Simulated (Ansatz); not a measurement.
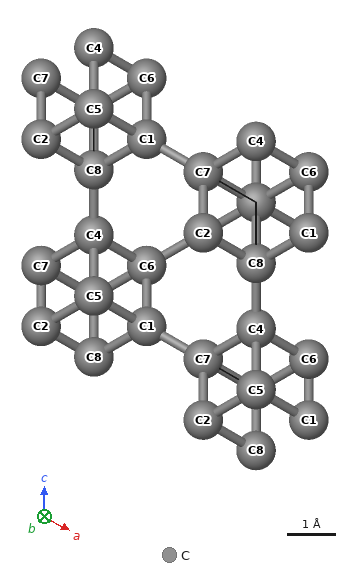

This is the input geometry for a relaxation of solid C (set up in Im-3m). Style: ball-and-stick. Shown: the cell of the calculation, along the b axis.

The calculation used DFT PBE, scalar-relativistic, plane waves, PAW in Ansatz.

The input:
```yaml
crystal:
  lattice:
    - [-2.4217198476, 2.4217198476, 2.4217198476]
    - [2.4217198476, -2.4217198476, 2.4217198476]
    - [2.4217198476, 2.4217198476, -2.4217198476]
  atoms:
    - { symbol: C, position: [0.32530696, 0.0, 0.0] }
    - { symbol: C, position: [0.67469304, 0.67469304, 0.67469304] }
    - { symbol: C, position: [0.0, 0.32530696, 0.0] }
    - { symbol: C, position: [0.0, 0.0, 0.32530696] }
    - { symbol: C, position: [0.0, 0.67469304, 0.0] }
    - { symbol: C, position: [0.32530696, 0.32530696, 0.32530696] }
    - { symbol: C, position: [0.67469304, 0.0, 0.0] }
    - { symbol: C, position: [0.0, 0.0, 0.67469304] }
basis:
  ecutwfc: 420
kpoints:
  mp_grid: { grid: [8, 8, 8] }
hamiltonian:
  xc: pbe
scf:
  occupations: { method: gaussian, width: 0.02 }
output:
  forces: true
  stress: true
  eigenvalues: true
relax:
  adjacent_minimum: "off"
  f_tol: 0.005
  max_steps: 80
  cell: { stress_tol: 0.05 }
```

Launched with:
```bash
ansatz run input.yaml --threads 2 --pin off --max-ram 5120MiB --backend cpu --events-out ev --progress --plain --runs-dir out
```

What does the optimiser find from here?

The atoms keep their places relative to the cell (all moves are under 0.005 Å). The volume changes by +2.0 %, with a = b = c 4.195 → 4.222 Å (+0.7 %). Near-neighbour distances that change, for instance: C1–C7 1.466 → 1.476 Å, C1–C5 1.576 → 1.585 Å. The space group stays Im-3m (No. 229). The energy falls by 2.7 meV per atom in 4 accepted moves (6 points after the start). The largest force component goes from 0.032 to 0.00015 eV/Å. Pressure: 6.36 GPa at the start and 0.01 GPa at the end. The SCF was repeated twice at an unchanged geometry on a basis and grid sized afresh for the cell, which shifted the energy by 0.7 meV per atom at most. The run took 4.9 s on 2 threads of INTEL(R) XEON(R) PLATINUM 8581C CPU @ 2.30GHz (Emerald Rapids), with other jobs on the host, peak memory 0.41 GiB.

History of the run:

| step | E − E(0), meV/atom | largest force component, eV/Å | pressure, GPa | volume, Å³/atom | note |
| --- | --- | --- | --- | --- | --- |
| 0 | 0.00 | 0.0315 | 6.36 | 7.101 |  |
| 1 | -1.86 | 0.0244 | 2.51 | 7.183 |  |
| 2 | -2.05 | 0.0042 | 0.07 | 7.237 |  |
| 3 | -2.05 | 0.0008 | 0.01 | 7.238 |  |
| 4 | -2.72 | 0.0012 | 0.15 | 7.238 | same geometry, new basis |
| 5 | -2.71 | 0.0001 | 0.01 | 7.241 |  |
| 6 | -2.74 | 0.0002 | 0.01 | 7.241 | same geometry, new basis |
